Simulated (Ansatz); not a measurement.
System: GaCo₃.

Space group P6_3/mmc; spin-polarised. Net moment 10.2 μB in the 8-atom cell of the calculation; other magnetic orders weren't tried. r2SCAN tends to overestimate the moments of metals. The cell comes from a database of computed structures, not from a measurement.

The calculation's input:

```
crystal:
  lattice:
    - [5.0856799673, 0.0, 0.0]
    - [-2.5428399836, 4.4043280472, 0.0]
    - [0.0, 0.0, 4.110543]
  atoms:
    - { symbol: Ga, position: [0.66666667, 0.33333333, 0.25] }
    - { symbol: Ga, position: [0.33333333, 0.66666667, 0.75] }
    - { symbol: Co, position: [0.33139, 0.165695, 0.75], spin: 3.0 }
    - { symbol: Co, position: [0.834305, 0.165695, 0.75], spin: 3.0 }
    - { symbol: Co, position: [0.834305, 0.66861, 0.75], spin: 3.0 }
    - { symbol: Co, position: [0.66861, 0.834305, 0.25], spin: 3.0 }
    - { symbol: Co, position: [0.165695, 0.834305, 0.25], spin: 3.0 }
    - { symbol: Co, position: [0.165695, 0.33139, 0.25], spin: 3.0 }
magnetization:
  spin_polarized: true
basis:
  ecutwfc: 500
  fft_grid_basis: typed
kpoints:
  mp_grid: { grid: [9, 9, 8] }
hamiltonian:
  xc: r2scan
  pseudopotentials: { kind: paw }
scf:
  occupations: { method: gaussian, width: 0.05 }
output:
  forces: true
  stress: true
  eigenvalues: true
  bader: true
  write_density: true
  volumetric_format: npy
  populations: true
  elf: true
```

Run with:

```sh
ansatz run input.yaml --threads 2 --pin off --max-ram 4096MiB --backend cpu --events-out ev --progress --plain --runs-dir out
```

The picture shows the conventional cell (a = 5.09 Å, b = 5.09 Å, c = 4.11 Å, α = 90.00°, β = 90.00°, γ = 120.00°).

The calculation used Ansatz, DFT r2SCAN, scalar-relativistic, plane waves, PAW.

> Predict the deformation density (crystal less neutral atoms): where will charge gather?

Co–Co (2.52 Å): Δρ is +0.02 e/Å³ at the midpoint.
- Co–Ga (2.53 Å): Δρ is +0.006 e/Å³ at the midpoint.
- Over the whole cell, outside the masked cores, the largest gain, 0.04 e/Å³, lies 1.4 Å from a cobalt nucleus and 1.6 Å from a gallium one, and the largest loss lies at the edge of the masked cores of Ga and Co.
- In all about 0.13 e an atom is rearranged against the free atoms.
- Bader charges: Ga +0.10 and Co −0.03 e. Among metals such charges hang on how the charge between the atoms is shared out.

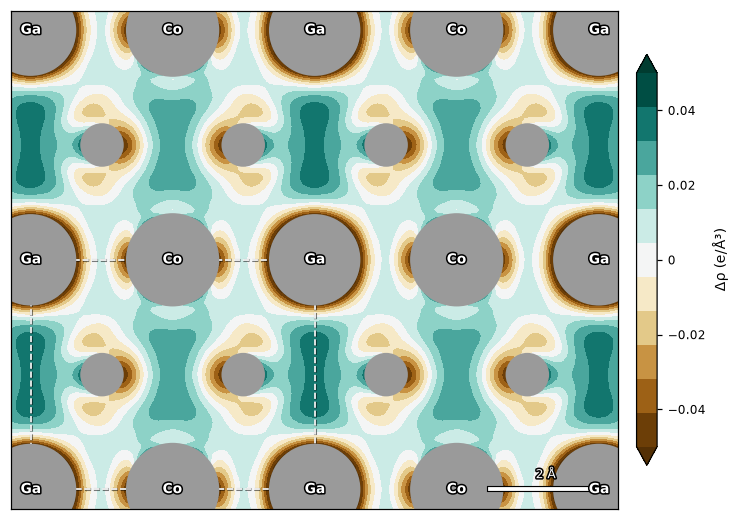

Computed deformation density: a map on the (100) plane of the conventional cell, with grey discs over the atomic cores.

Cores are masked to 0.8 Å (Ga) and 0.8 Å (Co).

In a PAW calculation such maps are meaningful between the atoms, not at the nuclei.
